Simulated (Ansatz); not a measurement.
Cell and atoms:

```
CELL_PARAMETERS angstrom
5.14757 0.00000 0.00000
0.00000 5.14757 0.00000
0.00000 0.00000 6.69739
ATOMIC_POSITIONS crystal
Rb 0.00000 0.00000 0.00000
Rb 0.50000 0.50000 0.50000
```

**Characterise the structure given above.**

The element is rubidium. The symmetry is that of I4/mmm (No. 139), on a body-centred tetragonal lattice. The cell holds two atoms. Rb is linked to twelve Rb in a cuboctahedral arrangement at 4.95 to 5.15 Å. The bonds build a three-dimensional framework.

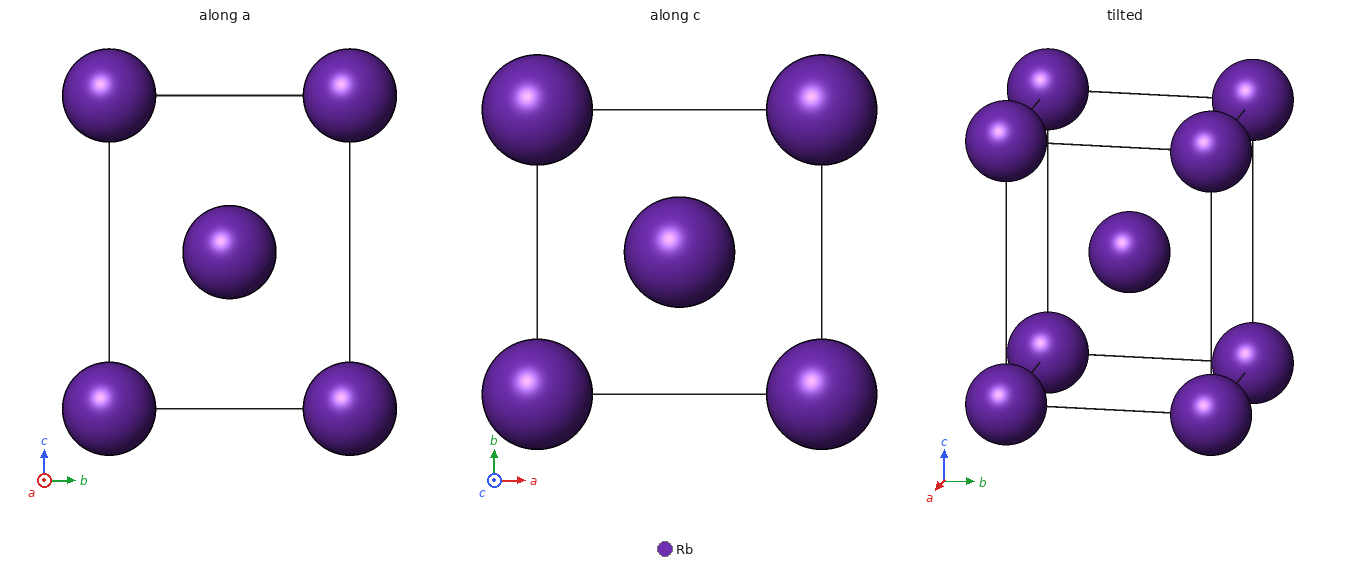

We look at a spheres-only model of the crystal along the a axis, along the c axis and slightly off an axis. One conventional unit cell is framed, with atoms on its boundary repeated.

Its origin is a structure listed in the Materials Project. The cell was then strained or its atoms displaced on purpose. A calculation with Ansatz used it as input.
